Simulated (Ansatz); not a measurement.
## Run report: BN, geometry relaxation (part 3 of 3)

Continued. System: BN (P-6m2, 4 atoms in the cell). Method: DFT PBE, scalar-relativistic, plane waves, PAW, no spin polarisation (Ansatz 0.2.0); cutoff 420 eV, 12×12×4 k-mesh, Gaussian smearing of 0.02 eV. The structure was made by a generator, so it may or may not be a known phase.

Geometry of the input (Å; fractional positions):
```
2.5121  0.0000  0.0000
-1.2561  2.1756  0.0000
0.0000  0.0000  7.8552
B  0.0000  0.0000  0.5000
B  0.3333  0.6667  0.0000
N  0.3333  0.6667  0.5000
N  0.6667  0.3333  0.0000
```

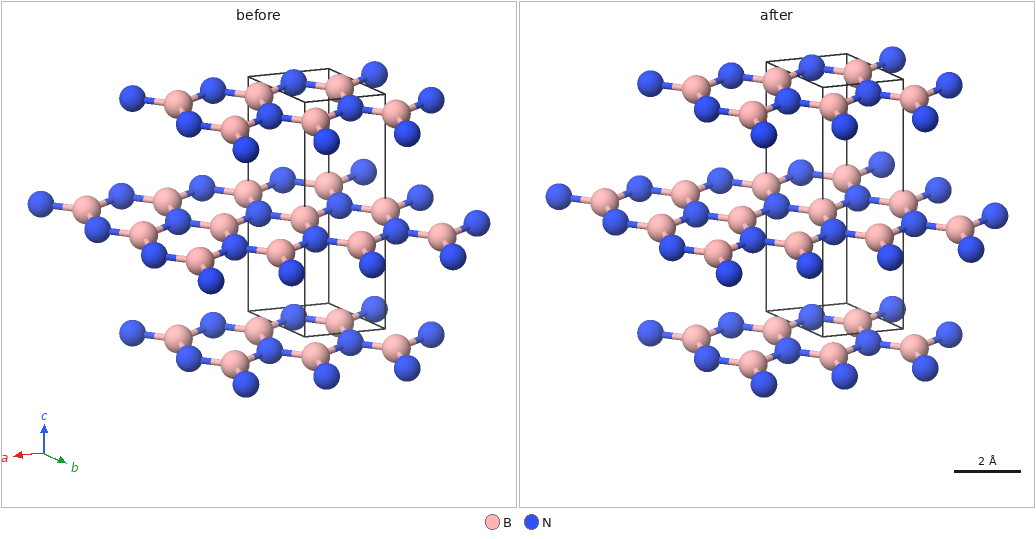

*Before (left) and after (right) the relaxation, at one scale (ball-and-stick view of the cell of the calculation, repeated 3 × 2 × 1, with bonded neighbours outside it, seen at an oblique angle).*

After 8 geometry steps the energy has fallen by 1.2 meV per cell of the calculation. All forces vanish by symmetry, so only the cell relaxes. The pressure goes from 0.09 to 0.01 GPa. 4 further SCFs at an unchanged geometry re-selected the plane-wave basis for the new cell. No atom moves by more than 0.005 Å relative to the cell. Cell: a = b stay at 2.512 Å, c 7.855 → 8.352 Å (+6.3 %). Volume +6.3 %. The space group stays P-6m2 (No. 187). The energy change given includes the shifts at the re-selections in mid-walk, which come without any move. A last SCF at the same geometry on a re-selected plane-wave basis shifts the energy by −1.1 meV per cell of the calculation.

```
basis re-selected at this cell: Δ(F+E_penalty+E_count) = -1.136e-3 eV, ΔP = +0.009 GPa vs the last step (what re-selecting the basis moved, of the pressure what is left beyond the Pulay correction that the steps carried, after the strain that the cell walked since its last selection, with what the two solves' SCF thresholds leave and, on support functions, any second-order correction that the steps lacked; it is no measure of the basis error at this ecutwfc). This SCF's stress stands 4.67e-2 GPa from its target on what of the cell is left free (relax.cell.stress_tol is 5.00e-2 GPa) and its largest allowed force component is 3.33e-16 eV/Å (relax.f_tol is 1.00e-2 eV/Å): within both
SCF converged after 5 iterations
Free energy (F): -1084.860699 eV
Harris-Foulkes:  -1084.860699 eV  (|F-HF|=4.55e-13)
Internal energy: -1084.860699 eV  (E = F + TS)
E sigma→0 (E₀):  -1084.860699 eV
Fermi energy:    4.746642 eV
--- Per-component energies (eV) ---
  E_band       = -72.998681
  E_kinetic    = 365.511898
  E_local      = -958.448981  (includes V_loc(G=0)·N_el)
  E_nonlocal   = 115.412514
  E_hartree    = 339.147870
  E_xc         = -184.006775
  E_vxc        = -228.223669  (∫ρ·V_xc dr)
  E_paw        = -413.512109  (= ΣΔE_a)
  E_vpaw       = -45.546358  (= ΣTr[D̂ρ^β])
  E_aug_tail   = 0.000199  (compensation charges beyond the density's cutoff)
  E_ewald      = -348.965316
  E_smearing   = -0.000000  (= −TS)
  E_closure    = 0.000000  (closes the sum)
  Σ components = -1084.860699   (vs F -1084.860699, Δ=0.00e0)
--- Forces (eV/Å), atoms counted from 1 ---
  atom   1  B      0.00000000    -0.00000000     0.00000000
  atom   2  B      0.00000000    -0.00000000     0.00000000
  atom   3  N      0.00000000     0.00000000     0.00000000
  atom   4  N      0.00000000     0.00000000     0.00000000
  max |Σ_I F_I| component: 1.04e-15 eV/Å
--- Stress (GPa, compression-positive) ---
       -0.010384       0.000000       0.000000
       -0.000000      -0.010384       0.000000
        0.000000       0.000000       0.046749
  P = ⅓ Tr σ = 0.0087 GPa (0.087 kbar)
--- Band table (eV; the first three rows and the last of 57) ---
  k-point 0: bands = ["-15.0811", "-15.0396", "-2.9398", "-2.3423", "1.1949", "1.1949", "1.2050", "1.2050", "6.9396", "10.2949", "12.6035", "14.0806"]
  k-point 1: bands = ["-15.0755", "-15.0454", "-2.8599", "-2.4390", "1.1947", "1.1947", "1.2048", "1.2048", "7.2852", "9.4774", "13.2855", "14.0816"]
  k-point 2: bands = ["-15.0653", "-15.0557", "-2.6619", "-2.6528", "1.1945", "1.1945", "1.2045", "1.2045", "8.2212", "8.2243", "14.0827", "14.0827"]
  k-point 56: bands = ["-11.4381", "-11.4280", "-5.3122", "-5.3030", "-4.6085", "-4.5988", "2.5427", "2.5536", "7.2035", "7.2104", "14.4265", "14.7157"]
--- Relaxed structure (9 steps of the walk, 9 accepted, 5 SCFs on fresh bases) ---
  F+E_penalty+E_count = -1084.86069899 eV   max|allowed force component| = 3.331e-16 eV/Å   (the final SCF, on the basis selected at the relaxed cell)
  cell:  # Å, volume = 45.6464 Å³
    - [2.5121490622764284, 1.1975010488428783e-33, 0.0]
    - [-1.2560745311382142, 2.175584906024643, 0.0]
    - [0.0, 0.0, 8.351896705467645]
  atoms:
    - { symbol: B, position: [-1.8503717076008893e-17, -2.3129646347434446e-17, 0.5] }
    - { symbol: B, position: [0.3333333333333333, 0.6666666666666666, 0.0] }
    - { symbol: N, position: [0.3333333333333333, 0.6666666666666666, 0.5] }
    - { symbol: N, position: [0.6666666666666667, 0.3333333333333333, 0.0] }
```

Trajectory as extended XYZ (Å, eV, eV/Å), 14 frames, from step=1 to step=14
```
4
Lattice="2.5121 0.0000 0.0000 -1.2561 2.1756 0.0000 0.0000 0.0000 7.8552" Properties=species:S:1:pos:R:3:forces:R:3 step=1 energy=-1084.85837 pressure_GPa=0.09
B     0.0000    0.0000    3.9276    0.0000   0.0000   0.0000
B     0.0000    1.4504    0.0000    0.0000   0.0000   0.0000
N     0.0000    1.4504    3.9276    0.0000   0.0000   0.0000
N     1.2561    0.7252    0.0000    0.0000   0.0000   0.0000
4
Lattice="2.5121 0.0000 0.0000 -1.2561 2.1755 0.0000 0.0000 0.0000 7.9002" Properties=species:S:1:pos:R:3:forces:R:3 step=2 energy=-1084.85785 pressure_GPa=0.05
B     0.0000    0.0000    3.9501    0.0000   0.0000   0.0000
B     0.0000    1.4504    0.0000    0.0000   0.0000   0.0000
N     0.0000    1.4504    3.9501    0.0000   0.0000   0.0000
N     1.2561    0.7252    0.0000    0.0000   0.0000   0.0000
4
Lattice="2.5120 0.0000 0.0000 -1.2560 2.1755 0.0000 0.0000 0.0000 7.9891" Properties=species:S:1:pos:R:3:forces:R:3 step=3 energy=-1084.85645 pressure_GPa=-0.02
B     0.0000    0.0000    3.9945    0.0000   0.0000   0.0000
B     0.0000    1.4503    0.0000    0.0000   0.0000   0.0000
N     0.0000    1.4503    3.9945    0.0000   0.0000   0.0000
N     1.2560    0.7252    0.0000    0.0000   0.0000   0.0000
4
Lattice="2.5120 0.0000 0.0000 -1.2560 2.1755 0.0000 0.0000 0.0000 7.9891" Properties=species:S:1:pos:R:3:forces:R:3 step=4 energy=-1084.85933 pressure_GPa=0.08
B     0.0000    0.0000    3.9945    0.0000   0.0000   0.0000
B     0.0000    1.4503    0.0000    0.0000   0.0000   0.0000
N     0.0000    1.4503    3.9945    0.0000   0.0000   0.0000
N     1.2560    0.7252    0.0000    0.0000   0.0000   0.0000
4
Lattice="2.5120 0.0000 0.0000 -1.2560 2.1754 0.0000 0.0000 0.0000 8.0792" Properties=species:S:1:pos:R:3:forces:R:3 step=5 energy=-1084.85797 pressure_GPa=0.05
B     0.0000    0.0000    4.0396    0.0000   0.0000   0.0000
B     0.0000    1.4503    0.0000    0.0000   0.0000   0.0000
N     0.0000    1.4503    4.0396    0.0000   0.0000   0.0000
N     1.2560    0.7251    0.0000    0.0000   0.0000   0.0000
4
Lattice="2.5121 0.0000 0.0000 -1.2560 2.1755 0.0000 0.0000 0.0000 8.1161" Properties=species:S:1:pos:R:3:forces:R:3 step=6 energy=-1084.85727 pressure_GPa=0.01
B     0.0000    0.0000    4.0580    0.0000   0.0000   0.0000
B     0.0000    1.4503    0.0000    0.0000   0.0000   0.0000
N     0.0000    1.4503    4.0580    0.0000   0.0000   0.0000
N     1.2560    0.7252    0.0000    0.0000   0.0000   0.0000
4
Lattice="2.5121 0.0000 0.0000 -1.2560 2.1755 0.0000 0.0000 0.0000 8.1161" Properties=species:S:1:pos:R:3:forces:R:3 step=7 energy=-1084.86000 pressure_GPa=0.06
B     0.0000    0.0000    4.0580    0.0000   0.0000   0.0000
B     0.0000    1.4503    0.0000    0.0000   0.0000   0.0000
N     0.0000    1.4503    4.0580    0.0000   0.0000   0.0000
N     1.2560    0.7252    0.0000    0.0000   0.0000   0.0000
4
Lattice="2.5121 0.0000 0.0000 -1.2561 2.1756 0.0000 0.0000 0.0000 8.1980" Properties=species:S:1:pos:R:3:forces:R:3 step=8 energy=-1084.85864 pressure_GPa=0.01
B     0.0000    0.0000    4.0990    0.0000   0.0000   0.0000
B     0.0000    1.4504    0.0000    0.0000   0.0000   0.0000
N     0.0000    1.4504    4.0990    0.0000   0.0000   0.0000
N     1.2561    0.7252    0.0000    0.0000   0.0000   0.0000
4
Lattice="2.5122 0.0000 0.0000 -1.2561 2.1756 0.0000 0.0000 0.0000 8.2219" Properties=species:S:1:pos:R:3:forces:R:3 step=9 energy=-1084.85817 pressure_GPa=-0.00
B     0.0000    0.0000    4.1109    0.0000   0.0000   0.0000
B     0.0000    1.4504    0.0000    0.0000   0.0000   0.0000
N     0.0000    1.4504    4.1109    0.0000   0.0000   0.0000
N     1.2561    0.7252    0.0000    0.0000   0.0000   0.0000
4
Lattice="2.5122 0.0000 0.0000 -1.2561 2.1756 0.0000 0.0000 0.0000 8.2219" Properties=species:S:1:pos:R:3:forces:R:3 step=10 energy=-1084.86046 pressure_GPa=0.02
B     0.0000    0.0000    4.1109    0.0000   0.0000   0.0000
B     0.0000    1.4504    0.0000    0.0000   0.0000   0.0000
N     0.0000    1.4504    4.1109    0.0000   0.0000   0.0000
N     1.2561    0.7252    0.0000    0.0000   0.0000   0.0000
4
Lattice="2.5122 0.0000 0.0000 -1.2561 2.1756 0.0000 0.0000 0.0000 8.2912" Properties=species:S:1:pos:R:3:forces:R:3 step=11 energy=-1084.85928 pressure_GPa=-0.00
B     0.0000    0.0000    4.1456    0.0000   0.0000   0.0000
B     0.0000    1.4504    0.0000    0.0000   0.0000   0.0000
N     0.0000    1.4504    4.1456    0.0000   0.0000   0.0000
N     1.2561    0.7252    0.0000    0.0000   0.0000   0.0000
4
Lattice="2.5122 0.0000 0.0000 -1.2561 2.1756 0.0000 0.0000 0.0000 8.2912" Properties=species:S:1:pos:R:3:forces:R:3 step=12 energy=-1084.86061 pressure_GPa=0.01
B     0.0000    0.0000    4.1456    0.0000   0.0000   0.0000
B     0.0000    1.4504    0.0000    0.0000   0.0000   0.0000
N     0.0000    1.4504    4.1456    0.0000   0.0000   0.0000
N     1.2561    0.7252    0.0000    0.0000   0.0000   0.0000
4
Lattice="2.5121 0.0000 0.0000 -1.2561 2.1756 0.0000 0.0000 0.0000 8.3519" Properties=species:S:1:pos:R:3:forces:R:3 step=13 energy=-1084.85956 pressure_GPa=-0.00
B     0.0000    0.0000    4.1759    0.0000   0.0000   0.0000
B     0.0000    1.4504    0.0000    0.0000   0.0000   0.0000
N     0.0000    1.4504    4.1759    0.0000   0.0000   0.0000
N     1.2561    0.7252    0.0000    0.0000   0.0000   0.0000
4
Lattice="2.5121 0.0000 0.0000 -1.2561 2.1756 0.0000 0.0000 0.0000 8.3519" Properties=species:S:1:pos:R:3:forces:R:3 step=14 energy=-1084.86070 pressure_GPa=0.01
B     0.0000    0.0000    4.1759    0.0000   0.0000   0.0000
B     0.0000    1.4504    0.0000    0.0000   0.0000   0.0000
N     0.0000    1.4504    4.1759    0.0000   0.0000   0.0000
N     1.2561    0.7252    0.0000    0.0000   0.0000   0.0000
```

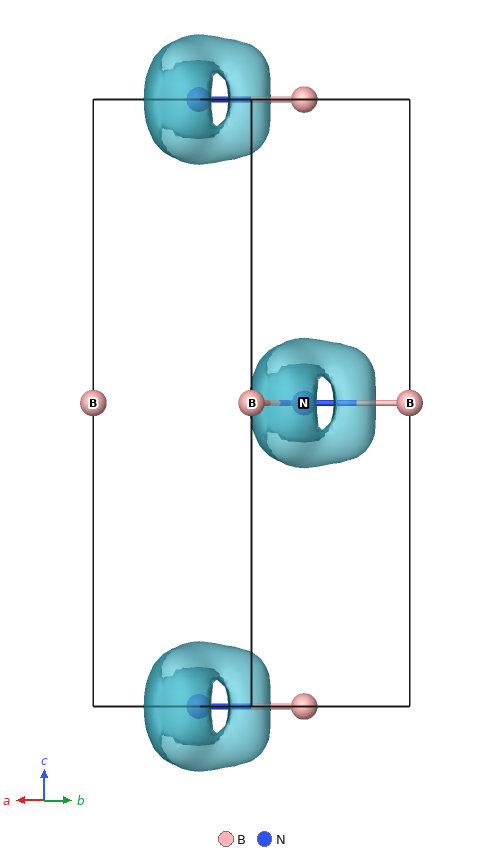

*Isosurface of the electron localisation function at 0.75 (cyan), seen along [110]. Core shells and regions of very low density are left out. Sticks mark near contacts. The outline is the cell set on symmetry axes.*

Values along the shortest contacts: B–N (1.45 Å): the ELF peaks at about 0.95 between the atoms (a polar covalent bond). Core electrons are frozen (PAW), so the fields are smoothed inside the atomic spheres.

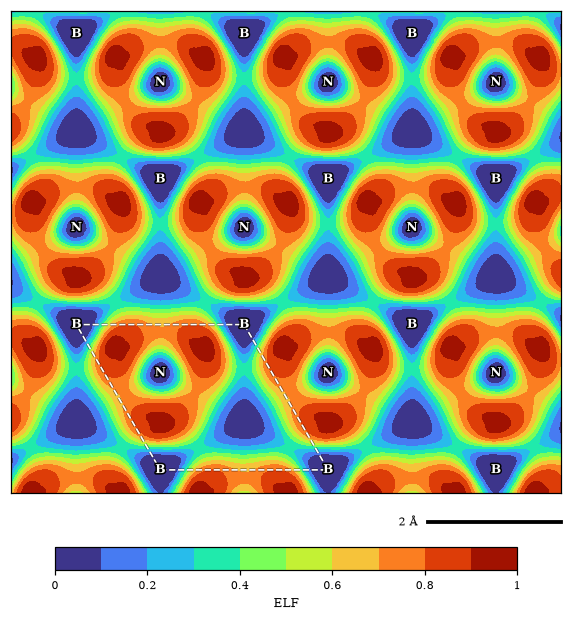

*Electron localisation function on the (001) plane of the conventional cell.*

Atoms in the plane: B and N.

Key numbers

```json
{"quantity": "outcome", "value": "converged"}
{"quantity": "space group (tolerance 0.01 Å)", "value": "P-6m2 (187)"}
{"quantity": "electrons treated", "value": "16"}
{"quantity": "free energy", "value": "−1084.8607 eV"}
{"quantity": "Fermi energy", "value": "4.747 eV"}
{"quantity": "gap on the k-point mesh", "value": "4.39 eV"}
{"quantity": "pressure", "value": "0.01 GPa"}
{"quantity": "final volume", "value": "45.65 Å³"}
{"quantity": "largest force (length of the vector) at the end", "value": "under 0.001 eV/Å"}
{"quantity": "final cell", "value": "a = 2.512 Å, b = 2.512 Å, c = 8.352 Å, α = 90.00°, β = 90.00°, γ = 120.00°"}
{"quantity": "wall time", "value": "43 s"}
{"quantity": "peak memory", "value": "0.37 GiB"}
```
